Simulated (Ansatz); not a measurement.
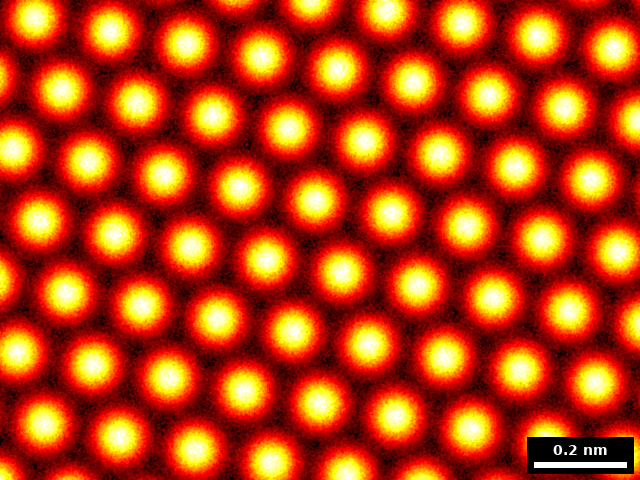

Z-contrast image of Ti. Simulated incoherent Z contrast: every atom adds Z^1.7 spread by a probe of 0.79 Å full width; channelling and multiple scattering are left out. The probe carries 15 % of its weight in a tail 2.5 times as wide. The display is stretched by a gamma of 0.65; percentages refer to the linear signal. Shot noise was added.

### What two-dimensional lattice does the image show, and how large is its cell?

The pattern repeats on a hexagonal net with a repeat of 1.7 Å.

### What is the plane group of the image?

p6mm: sixfold points with mirror lines through them.

### How many columns does the smallest repeating cell hold, and how many levels of brightness?

1 column in the primitive cell of 2.4 Å², all of one brightness.

The crystal is Ti (Fm-3m, No. 225) seen along [111]. Model: the geometry relaxed with DFT, PBE, plane waves (420 eV) with PAW, scalar-relativistic in Ansatz; the starting structure was generated, so it need not be a known form of this composition.
